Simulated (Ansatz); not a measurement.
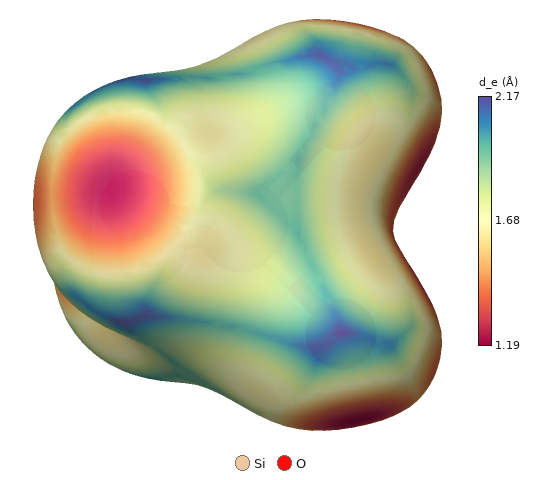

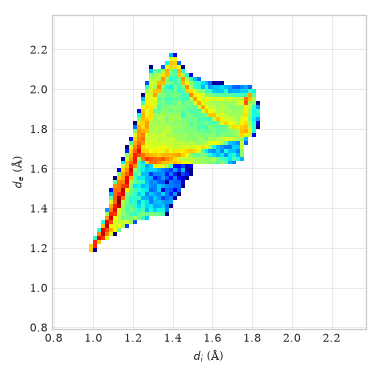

Hirshfeld surface computed for one SiO4 unit (covalently bonded non-metal atoms) in ZrSiO$_{4}$ (I4_1/amd), coloured by d_e. The second picture is its fingerprint plot, coloured by area on a logarithmic scale (blue little, red much).

The surface is where the fragment's share of the procrystal density (the sum of the densities of spherically averaged neutral Hartree-Fock atoms) equals one half. d_i and d_e are the distances from the surface to the nearest nucleus inside and outside. From Rb on the atoms have core potentials, so only their outer electrons count.

The cell is taken from the end point of a relaxation at fixed volume with Ansatz, DFT PBE, scalar-relativistic, plane waves, PAW.

```cif
data_structure
_symmetry_space_group_name_H-M 'I4_1/amd:1'
_symmetry_Int_Tables_number 141
_cell_length_a 6.7590
_cell_length_b 6.7590
_cell_length_c 6.0558
_cell_angle_alpha 90.000
_cell_angle_beta 90.000
_cell_angle_gamma 90.000
_cell_volume 276.65
loop_
_atom_site_label
_atom_site_type_symbol
_atom_site_symmetry_multiplicity
_atom_site_Wyckoff_symbol
_atom_site_fract_x
_atom_site_fract_y
_atom_site_fract_z
_atom_site_occupancy
Zr1 Zr 4 a 0.50000 0.00000 0.75000 1
Si1 Si 4 b 0.00000 0.50000 0.75000 1
O1 O 16 h 0.50000 0.31768 0.81898 1
```

Question: What is the shortest distance from the fragment to an atom outside it?

Answer: O–Zr, 2.19 Å.

Question: How is the surface shared among contacts (nearest atom inside ··· nearest atom outside)?

Answer: O···O 60 %, O···Zr 37 %, Si···O 1.8 %, O···Si 0.7 %, Si···Si 0.6 %. The surface faces 20 neighbours with more than 2 % of its area each: 14 O + 6 Zr.

Question: Give the size and shape of the surface.

Answer: It encloses about 43.2 Å³, has an area of about 66 Å² and a globularity of 0.90 (1 for a sphere).

Question: Where does the fingerprint reach closest to the origin?

Answer: The smallest d_i + d_e is about 2.2 Å, which belongs to the shortest contact, O···Zr at 2.19 Å; d_e runs from 1.19 to 2.17 Å.
